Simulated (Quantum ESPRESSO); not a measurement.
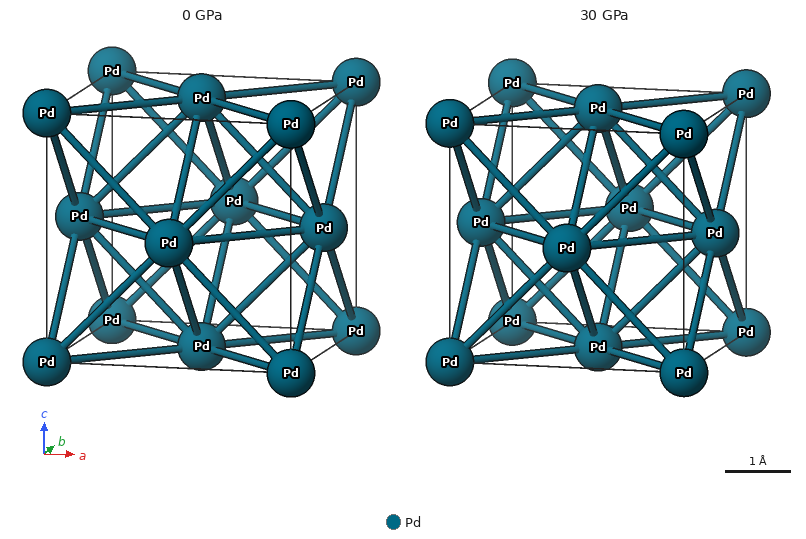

Crystalline Pd (set up in Fm-3m), relaxed (cell and atoms) at several target pressures. The picture shows the first and the last member. The picture is a ball-and-stick view of the conventional cell (4 times the calculation's cell), seen slightly off an axis. Lengths and directions refer to the drawn axes.

Computed with Quantum ESPRESSO 7.5: PBE, SSSP 1.3 efficiency PBE. (plane-wave cutoff 938.8 eV; k-point mesh 12 × 12 × 12; occupations fermi-dirac; smearing width 0.05 eV; no spin polarisation)

```tsv
pressure (GPa)	volume (Å³/atom)	a (Å)
0	15.304	3.941
2	15.129	3.926
5	14.889	3.905
10	14.536	3.874
20	?	?
30	13.491	3.779
```

Q: Estimate the missing row from the others, and compare with the calculation.

A: Murnaghan's form V = V₀(1 + B′P/B₀)^(−1/B′), with V₀ = 15.304 Å³ from the row at zero pressure, fits the other rows with B₀ = 170 GPa and B′ = 5.09 (largest miss 0.002 Å³). At 20 GPa it gives 15.304 × (1 + 5.09 × 20/170)^(−1/5.09) = 13.956 Å³ per atom. The calculation gives 13.955 Å³/atom (a = 3.822 Å). The estimate is 0.001 Å³/atom too high. From the first member to the last: Pd–Pd 2.787 → 2.672 Å.

The whole series:

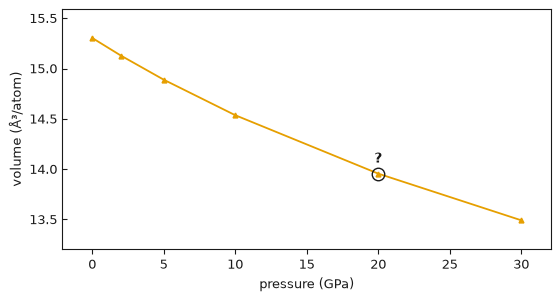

Each member starts from this one structure; whether another phase lies lower wasn't checked.
